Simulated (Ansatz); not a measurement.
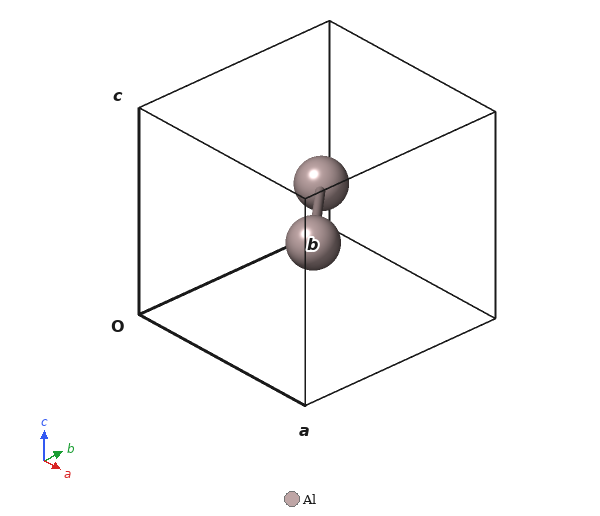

For Al, the input geometry of an electronic-structure calculation (not necessarily at equilibrium); the starting structure was generated, so it need not be a known form of this composition: one unit cell is drawn above. Symmetry computed with spglib at a tolerance of 0.002 Å; standard conventional cell.

```
Al
1.0
     4.54618    0.00000    0.00000
    -2.27309    3.93711    0.00000
     0.00000    0.00000    2.75368
Al
2
Direct
  0.33333 0.66667 0.50000
  0.66667 0.33333 0.50000
```

**What is its point group?**

6/mmm (D6h), order 24, hexagonal system: one sixfold axis, six twofold axes, seven mirror planes, an inversion centre.

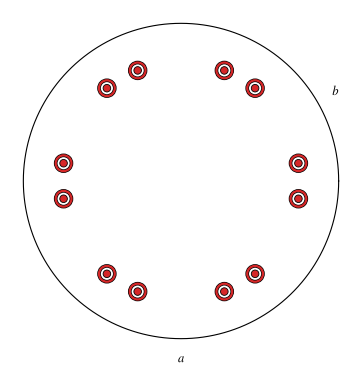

Stereographic projection: filled dots lie in the upper hemisphere, open rings in the lower. The poles are one general form. The c axis points at the viewer.

**What does this class allow?**

Class 6/mmm is centrosymmetric, so neither piezoelectric nor pyroelectric; it is not chiral. Its Laue class is 6/mmm.
